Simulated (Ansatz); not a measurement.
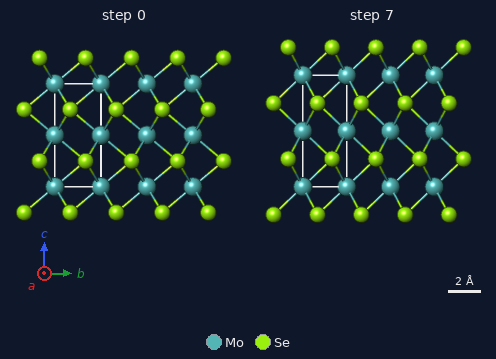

The structure of a crystal of MoSe (built on the nickel arsenide type) before (left) and after (right) a relaxation, at one scale.

A ball-and-stick model of the cell of the calculation, repeated 1 × 3 × 1 with one cell outlined, seen along the a axis.

Computed with Ansatz 0.2.0, DFT PBEsol, scalar-relativistic, plane waves, PAW. (plane-wave cutoff 420 eV; k-point mesh 12 × 12 × 6; occupations gaussian; smearing width 0.1 eV; no spin polarisation; cell and atoms relaxed; force threshold 0.01 eV/Å; at most 80 steps)

> Describe what moved and what it gained.

The energy falls by 78.1 meV per cell of the calculation in 5 accepted moves (7 points after the start). All forces vanish by symmetry, so only the cell relaxes. Pressure: 0.29 GPa at the start and 0.01 GPa at the end. The line search rejected the trial step at point 3 of the run. The SCF was repeated once at an unchanged geometry on a basis and grid sized afresh for the cell, which shifted the energy by 0.1 meV per cell of the calculation at most. No atom moves by more than 0.005 Å relative to the cell. The volume changes by −1.9 %, with a = b 3.390 → 3.228 Å (−4.8 %), c 6.574 → 7.114 Å (+8.2 %). Among the contacts that change: Mo–Se 2.556 → 2.576 Å. Among the angles between lasting bonds that change: Mo–Se–Mo 80.0° → 87.3°, Se–Mo–Se 83.1° → 77.6°, Se–Mo–Se 96.9° → 102.4°. The space group stays P6_3/mmc (No. 194). The run took 2.8 min on 1 thread of AMD EPYC (Zen 3) (shared host), peak memory 0.46 GiB.
